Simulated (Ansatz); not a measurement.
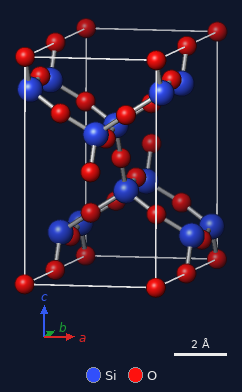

This is the input geometry for a relaxation of solid SiO₂ (set up in P-1). A ball-and-stick model of the larger cell on standard axes (2 times the calculation's cell), seen slightly off an axis.

Case: strain along c alone, the other axes held, atoms relaxed: -1.0 %.

All numbers below come from Ansatz 0.2.0, DFT PBE, scalar-relativistic, plane waves, PAW.

The input:
```yaml
crystal:
  lattice:
    - [-2.6413155607, 4.828781858, 4.4684529463]
    - [2.6623459995, -4.7903911437, 4.4394586578]
    - [2.6168288612, 4.7769773262, -4.4270275041]
  atoms:
    - { symbol: Si, position: [0.9305125918, 0.8452085447, 0.0853040471] }
    - { symbol: Si, position: [0.7400955024, 0.1547914553, 0.5853040471] }
    - { symbol: Si, position: [0.0694874082, 0.1547914553, 0.9146959529] }
    - { symbol: Si, position: [0.2599044976, 0.8452085447, 0.4146959529] }
    - { symbol: O, position: [0.1332949919, 0.8832949919, 0.25] }
    - { symbol: O, position: [0.8667050081, 0.1167050081, 0.75] }
    - { symbol: O, position: [0.7934944961, 0.5, 0.7934944961] }
    - { symbol: O, position: [0.2065055039, 0.0, 0.7065055039] }
    - { symbol: O, position: [0.2065055039, 0.5, 0.2065055039] }
    - { symbol: O, position: [0.7934944961, 0.0, 0.2934944961] }
    - { symbol: O, position: [0.0, 0.0, 0.0] }
    - { symbol: O, position: [0.5, 0.0, 0.5] }
basis:
  ecutwfc: 420
kpoints:
  mp_grid: { grid: [6, 6, 6] }
hamiltonian:
  xc: pbe
scf:
  occupations: { method: gaussian, width: 0.02 }
output:
  forces: true
  stress: true
  eigenvalues: true
relax:
  adjacent_minimum: "off"
  f_tol: 0.008
  max_steps: 40
```

Launched with:
```bash
ansatz run input.yaml --threads 2 --pin off --max-ram 5120MiB --backend cpu --events-out ev --progress --plain --runs-dir out
```

### What does the optimiser find from here?

The largest moves, 0.11 Å, are those of O7 and O9. O7 goes roughly along [−3 −1 1]. Largest moves by element: O 0.11 Å, Si 0.05 Å. The lattice vectors keep their values. Among the contacts that change: Si2–O10 1.613 → 1.620 Å, Si1–O11 1.598 → 1.605 Å. Bond angles that change, for instance: Si1–O7–Si2 151.3° → 147.9°. The space group stays P-1 (No. 2). Over 7 geometry steps the energy falls by 0.8 meV per atom. The largest force component goes from 0.3 to 0.0022 eV/Å. The forces were under the threshold at step 4, but the run went on from there.

The end point in the same view:

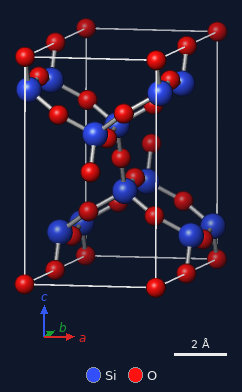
